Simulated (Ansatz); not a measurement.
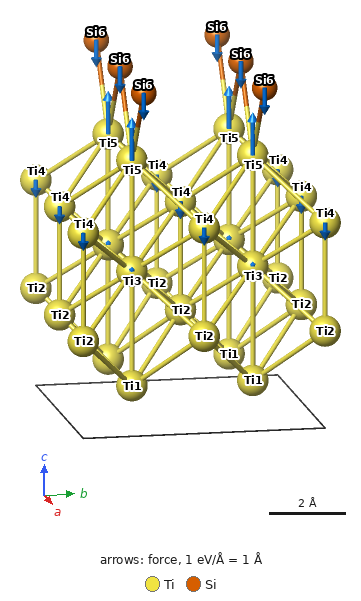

Starting geometry of a slab of composition Ti5Si (cut from the Im-3m phase) with the computed forces as blue arrows. Style: ball-and-stick. Shown: the 2 × 2 repeat of the cell, outlined in the plane, without the vacuum, slightly off an axis.

Case: Si put at a bridge Ti-Ti site. The slab is the (1 0 0) face of Ti with Si on it. 2 atoms are held fixed.

Method: DFT r2SCAN, scalar-relativistic, plane waves, PAW (Ansatz). (plane-wave cutoff 500 eV; k-point mesh 9 × 9 × 1; occupations gaussian; smearing width 0.1 eV; no spin polarisation; dipole correction; atoms relaxed in a fixed cell; force threshold 0.03 eV/Å; at most 70 steps)

Is this structure relaxed? If not, where do the atoms go?

It isn't relaxed: the largest force vector, on Ti5, is 1.17 eV/Å. The final displacements follow the starting forces only in part (cosine between the two patterns 0.65). Si6 moves most: 0.24 Å along the normal (−c). By element the largest moves are Si 0.24 Å, Ti 0.09 Å. The lattice vectors keep their values. Some distances before and after: Ti5–Si6 2.720 → 2.513 Å, Ti2–Ti4 2.928 → 2.838 Å, Ti3–Ti4 2.724 → 2.650 Å, Ti4–Ti5 2.767 → 2.828 Å. Bond angles that change, for instance: Ti5–Si6–Ti5 73.4° → 80.6°. The energy falls by 0.156 eV per cell of the calculation in 8 accepted moves (12 points after the start). The largest force component goes from 1.2 to 0.014 eV/Å. The line search rejected the trial steps at points 5, 7, 9, 11 of the run. The forces were under the threshold at step 6, but the run went on from there.

Limits of the set-up: the periodic images lie only 3.3 Å apart, so the values are limited by the cell's size.
